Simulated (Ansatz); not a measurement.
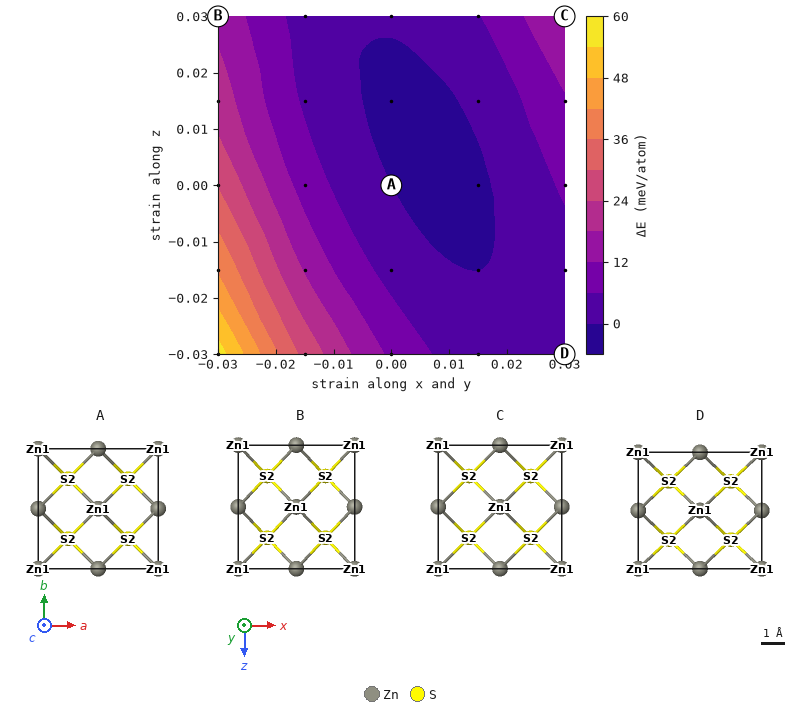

A crystal of ZnS (F-43m): the cell is strained equally along x and y and separately along z, with the atoms kept at their fractional coordinates. x, y and z are the Cartesian axes of the input. The map is interpolated between the computed points (dots). The lettered frames are marked on it. Style: ball-and-stick. Shown: the conventional cell (4 times the calculation's cell), along the c axis. Lengths and directions refer to the drawn axes.

All numbers below come from DFT PBE, scalar-relativistic, plane waves, PAW in Ansatz 0.2.0. Set-up: plane-wave cutoff 420 eV; k-point mesh 10 × 10 × 10; occupations gaussian; smearing width 0.05 eV; no spin polarisation. Energies (free energies at the smearing named) are counted from the cell as listed in its source, which wasn't relaxed.

What does the map show?

Answer. In pairs of (strain along x and y; strain along z): the lowest computed point lies at (0.000, 0.015) (−1.1 meV/atom), the highest at (−0.030, −0.030) (56.7 meV/atom). The valley is tilted: raising the in-plane strain is made harder by raising the strain along z (cross term 0.68 of the geometric mean of the two curvatures). Over the ranges scanned the energy rises more along the first axis, the in-plane strain. The pressure runs from −4.1 GPa at (0.030, 0.030) to 9.8 GPa at (−0.030, −0.030). The frames lie at A (0.000, 0.000): 0.0 meV/atom, B (−0.030, 0.030): 16.1 meV/atom, C (0.030, 0.030): 18.5 meV/atom, D (0.030, −0.030): 4.7 meV/atom.
